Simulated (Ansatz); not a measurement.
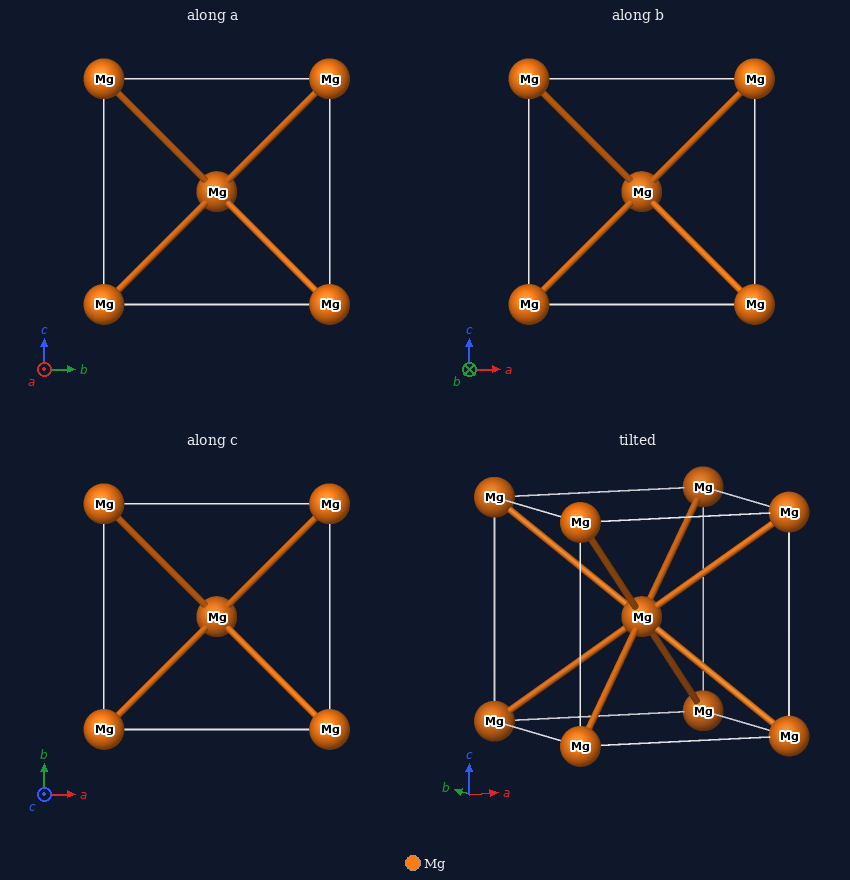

Ball-and-stick representation of a periodic structure, projected along the a axis, along the b axis, along the c axis and slightly off an axis. The wireframe shows the conventional unit cell.

Lattice parameters: a = 3.6184 Å, b = 3.6184 Å, c = 3.6184 Å, α = 90.000°, β = 90.000°, γ = 90.000°.

### Set out the cell and atoms as a CIF in P1 with every atom of the cell.

```cif
data_structure
_symmetry_space_group_name_H-M 'P 1'
_symmetry_Int_Tables_number 1
_cell_length_a 3.6184
_cell_length_b 3.6184
_cell_length_c 3.6184
_cell_angle_alpha 90.000
_cell_angle_beta 90.000
_cell_angle_gamma 90.000
_cell_volume 47.38
loop_
_atom_site_label
_atom_site_type_symbol
_atom_site_fract_x
_atom_site_fract_y
_atom_site_fract_z
_atom_site_occupancy
Mg1 Mg 0.0000 0.0000 0.0000 1
Mg2 Mg 0.5000 0.5000 0.5000 1
```

It derives from a structure type filled with this element by a generator (whether the element takes this form wasn't checked). Earlier steps of the study may have refined or changed the cell and positions. Ansatz was used for an electronic-structure calculation on it.
